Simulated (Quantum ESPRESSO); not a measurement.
# F on fcc sites of Co(0001): a series in the coverage, part 4 of 10

Wanted: a table for F on fcc sites of Co(0001) against the coverage, and what can be fitted to it.

Quantum ESPRESSO 7.5; plane-wave DFT, PBE, GBRV ultrasoft pseudopotentials.

So far. Step 2 (Variable-cell relaxation of the reference):  The last row is no step: it is a fresh SCF in the final cell with a new plane-wave basis, +2 meV from the row before. Step 5 (Relaxation with pw.x, 0 ML): The relaxation lowers the energy by 3 meV an atom. On the free atoms the largest force ends at 0.002 eV/Å.

**6. Self-consistent run, 0 ML**

A run under open boundaries on these atoms gives the vacuum levels.

The input, m0.esm.in:

```
&control
  prefix = 'm0.esm'
  outdir = './out'
  pseudo_dir = './pseudo'
  calculation = 'scf'
  tprnfor = .true.
/
&system
  ibrav = 0
  nat = 3
  ntyp = 1
  ecutwfc = 40
  ecutrho = 200
  occupations = 'smearing'
  smearing = 'mv'
  degauss = 0.02
  assume_isolated = 'esm'
  esm_bc = 'bc1'
  nspin = 2
  starting_magnetization(1) = 0.28
/
&electrons
  conv_thr = 1e-07
  mixing_beta = 0.25
  electron_maxstep = 160
  mixing_mode = 'local-TF'
  mixing_ndim = 12
/
ATOMIC_SPECIES
  Co  58.9332  co_pbe_v1.2.uspp.F.UPF
CELL_PARAMETERS angstrom
  2.49074849200000 0.00000000000000 0.00000000000000
  1.24537424600000 2.15705146850978 0.00000000000000
  0.00000000000000 0.00000000000000 17.89833363582976
ATOMIC_POSITIONS crystal
  Co  0.000000000000 0.000000000000 -0.110708295500
  Co  0.666666666700 0.666666666700 0.000000000000
  Co  0.000000000000 0.000000000000 0.110708295500
K_POINTS automatic
  10 10 1 0 0 0
```

Command:

```bash
$ OMP_NUM_THREADS=1 mpirun -n 8 pw.x -nk 4 -in m0.esm.in > m0.esm.out
```

Log:

```text
[banner, memory and clock lines left out]
Program PWSCF v.7.5 starts
[citation notice left out]

[...]
Message from routine setup:
[...]
bravais-lattice index     =            0
     lattice parameter (alat)  =       4.7068  a.u.
     unit-cell volume          =     648.9326 (a.u.)^3
     number of atoms/cell      =            3
     number of atomic types    =            1
     number of electrons       =        51.00
     number of Kohn-Sham states=           31
     kinetic-energy cutoff     =      40.0000  Ry
     charge density cutoff     =     200.0000  Ry
     scf convergence threshold =      1.0E-07
     mixing beta               =       0.2500
     number of iterations used =           12  local-TF  mixing
     Exchange-correlation= SLA  PW   PBE  PBE
                           (   1   4   3   4   0   0   0)

     Effective Screening Medium Method
     Boundary Conditions: Vacuum-Slab-Vacuum
     total charge in unit cell        =   0.0000
     grid points for fit at edges     =        4

[...]
PseudoPot. # 1 for Co read from file:
     ./pseudo/co_pbe_v1.2.uspp.F.UPF
     Pseudo is Ultrasoft + core correction, Zval = 17.0
     Generated by new atomic code, or converted to UPF format
     Using radial grid of  863 points,  6 beta functions with:
                l(1) =   0
                l(2) =   0
                l(3) =   1
                l(4) =   1
                l(5) =   2
                l(6) =   2
     Q(r) pseudized with  8 coefficients,  rinner =    1.200   1.200   1.200
                                                       1.200   1.200

     atomic species   valence    mass     pseudopotential
     Co               17.00    58.93320     Co( 1.00)

     Starting magnetic structure
     atomic species   magnetization
     Co              0.280

     12 Sym. Ops. (no inversion) found

[...]
number of k points=    14  Marzari-Vanderbilt smearing, width (Ry)=  0.0200
[...]
Dense  grid:    31041 G-vectors     FFT dimensions: (  24,  24, 160)

     Smooth grid:    22289 G-vectors     FFT dimensions: (  20,  20, 144)

     Check: negative core charge=   -0.000028
     Generating pointlists ...
     new r_m :   0.4055 (alat units)  1.9085 (a.u.) for type    1

     Initial potential from superposition of free atoms

     starting charge      48.0000, renormalised to      51.0000

     negative rho (up, down):  3.772E-05 2.122E-05
     Starting wfcs are   39 randomized atomic wfcs

     per-process dynamical memory:    24.0 Mb

     Self-consistent Calculation

     iteration #  1     ecut=    40.00 Ry     beta= 0.25
     Davidson diagonalization with overlap
     ethr =  1.00E-02,  avg # of iterations =  4.8

     negative rho (up, down):  2.172E-02 1.781E-02

     total energy              =    -896.09745175 Ry
     estimated scf accuracy    <      27.68426831 Ry

     total magnetization       =     5.94 Bohr mag/cell
     absolute magnetization    =     6.52 Bohr mag/cell

     iteration #  2     ecut=    40.00 Ry     beta= 0.25
[...]
negative rho (up, down):  5.839E-02 5.383E-02

[...]
total energy              =    -891.30703799 Ry
     estimated scf accuracy    <      12.72102419 Ry

     total magnetization       =     7.70 Bohr mag/cell
     absolute magnetization    =     7.96 Bohr mag/cell

     iteration #  3     ecut=    40.00 Ry     beta= 0.25
[...]
negative rho (up, down):  4.930E-02 4.595E-02

[...]
total energy              =    -895.11197883 Ry
     estimated scf accuracy    <       3.78788741 Ry

     total magnetization       =     4.87 Bohr mag/cell
     absolute magnetization    =     5.07 Bohr mag/cell

     iteration #  4     ecut=    40.00 Ry     beta= 0.25
[...]
negative rho (up, down):  4.526E-02 4.261E-02

[...]
total energy              =    -895.17795644 Ry
     estimated scf accuracy    <       1.11226645 Ry

     total magnetization       =     5.33 Bohr mag/cell
     absolute magnetization    =     5.81 Bohr mag/cell

     iteration #  5     ecut=    40.00 Ry     beta= 0.25
[...]
negative rho (up, down):  3.807E-02 3.726E-02

[...]
total energy              =    -895.23617008 Ry
     estimated scf accuracy    <       0.36721187 Ry

     total magnetization       =     5.64 Bohr mag/cell
     absolute magnetization    =     6.18 Bohr mag/cell

     iteration #  6     ecut=    40.00 Ry     beta= 0.25
[...]
negative rho (up, down):  3.498E-02 3.471E-02

[...]
total energy              =    -895.33525075 Ry
     estimated scf accuracy    <       0.07388540 Ry

     total magnetization       =     5.66 Bohr mag/cell
     absolute magnetization    =     6.29 Bohr mag/cell

[...]
iteration # 23     ecut=    40.00 Ry     beta= 0.25
[...]
negative rho (up, down):  2.976E-05 2.470E-05

[...]
total energy              =    -895.36038322 Ry
     estimated scf accuracy    <       0.00000032 Ry

     total magnetization       =     5.16 Bohr mag/cell
     absolute magnetization    =     5.75 Bohr mag/cell

     iteration # 24     ecut=    40.00 Ry     beta= 0.25
[...]
negative rho (up, down):  1.262E-05 7.734E-06

[...]
total energy              =    -895.36043262 Ry
     estimated scf accuracy    <       0.00000111 Ry

     total magnetization       =     5.16 Bohr mag/cell
     absolute magnetization    =     5.75 Bohr mag/cell

     iteration # 25     ecut=    40.00 Ry     beta= 0.25
[...]
negative rho (up, down):  1.080E-05 6.483E-06

[...]
total energy              =    -895.36043803 Ry
     estimated scf accuracy    <       0.00000033 Ry

     total magnetization       =     5.16 Bohr mag/cell
     absolute magnetization    =     5.75 Bohr mag/cell

     iteration # 26     ecut=    40.00 Ry     beta= 0.25
[...]
negative rho (up, down):  1.220E-05 7.530E-06

     Magnetic moment per site  (integrated on atomic sphere of radius R)
     atom   1 (R=0.405)  charge= 15.4411  magn=  1.8161
     atom   2 (R=0.405)  charge= 15.5373  magn=  1.7781
     atom   3 (R=0.405)  charge= 15.4411  magn=  1.8161

[...]
End of self-consistent calculation

 ------ SPIN UP ------------

          k = 0.0000 0.0000 0.0000 (  2817 PWs)   bands (ev):

  -101.3405-101.1968-101.1930 -64.7114 -64.5180 -64.4325 -64.4284 -64.4284
   -64.2724 -64.2724 -64.2699 -64.2699 -13.4058 -11.3919 -10.3565  -7.9199
    -7.8640  -7.8055  -7.8055  -7.6490  -7.6490  -7.4107  -7.4107  -6.8200
    -6.8200  -6.2761  -6.2761  -6.2390  -6.0217  -6.0217  -4.7782

          k = 0.0000 0.1155 0.0000 (  2787 PWs)   bands (ev):

  -101.3369-101.1935-101.1900 -64.7042 -64.5223 -64.4439 -64.4358 -64.4343
   -64.2930 -64.2925 -64.2779 -64.2750 -13.0659 -11.0776 -10.1101  -8.0988
    -8.0015  -7.8362  -7.6587  -7.6516  -7.5448  -7.4730  -7.2639  -6.9687
    -6.8575  -6.8023  -6.4046  -6.2975  -5.9988  -5.4559  -3.8691

[...]
the Fermi energy is    -4.9559 ev

!    total energy              =    -895.36043386 Ry
     estimated scf accuracy    <       0.00000005 Ry
     smearing contrib. (-TS)   =      -0.00038948 Ry
     internal energy E=F+TS    =    -895.36004438 Ry

     The total energy is F=E-TS. E is the sum of the following terms:
     one-electron contribution =    5654.03268051 Ry
     hartree contribution      =   -2837.98032161 Ry
     xc contribution           =     -97.92790088 Ry
     ewald contribution        =   -3613.48450241 Ry

     total magnetization       =     5.16 Bohr mag/cell
     absolute magnetization    =     5.75 Bohr mag/cell

     convergence has been achieved in  26 iterations

     negative rho (up, down):  1.220E-05 7.530E-06

     Forces acting on atoms (cartesian axes, Ry/au):

     atom    1 type  1   force =     0.00000000    0.00000000   -0.00052431
     atom    2 type  1   force =     0.00000000    0.00000000    0.00000000
     atom    3 type  1   force =     0.00000000    0.00000000    0.00052431

     Total force =     0.000741     Total SCF correction =     0.001745
     SCF correction compared to forces is large: reduce conv_thr to get better values

[...]
```

It took 18 s on 8 MPI ranks of Arm Neoverse V1, shared host; peak memory 0.57 GiB; 2.4 min of CPU time.

Numbers from this step:

```
Fermi energy                                                   : -4.956 eV
vacuum line at the lower end of the cell, over the Fermi level : 4.956 eV
vacuum line at the upper end of the cell, over the Fermi level : 4.956 eV
```

Electrostatic potential energy of an electron; zero at the Fermi level. Table of potential energy, planar mean by z:

| z (Å) | potential energy, planar mean (eV) |
| --- | --- |
| -8 | 4.96 |
| -7 | 4.96 |
| -6 | 4.95 |
| -5 | 4.93 |
| -4 | 4.65 |
| -3 | 1.22 |
| -2 | -27.0 |
| -1 | -1.31 |
| 0 | -27.2 |
| 1 | -1.31 |
| 2 | -27.0 |
| 3 | 1.22 |
| 4 | 4.65 |
| 5 | 4.93 |
| 6 | 4.95 |
| 7 | 4.96 |
| 8 | 4.96 |

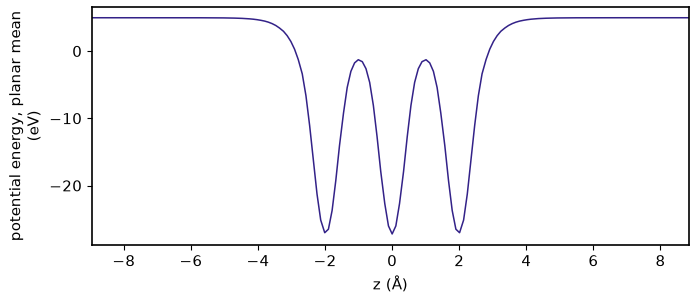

Potential energy, planar mean against z.

The vacuum levels are read from the outermost 0.7 Å of the cell on either side.

Inside the slab this potential holds the local part of the pseudopotentials, which can be repulsive at the nuclei; only its value in the vacuum has a meaning of its own.

(Part 4 of 10 ends here.)

[Logs are printed without paths, hosts, clocks, repeated set-up lines and the standing remarks that a program may print on its own settings, such as how far it seeks lower states.]

[Hosts, paths, dates, database ids (printed as entryN), source tags and the programs' standing remarks are cut or masked in the printed files.]

[Maps of the electrostatic potential energy from Ansatz leave out the sawtooth potential of an applied field or a dipole correction, so their vacuum need not be flat; planar profiles and work functions include it.]
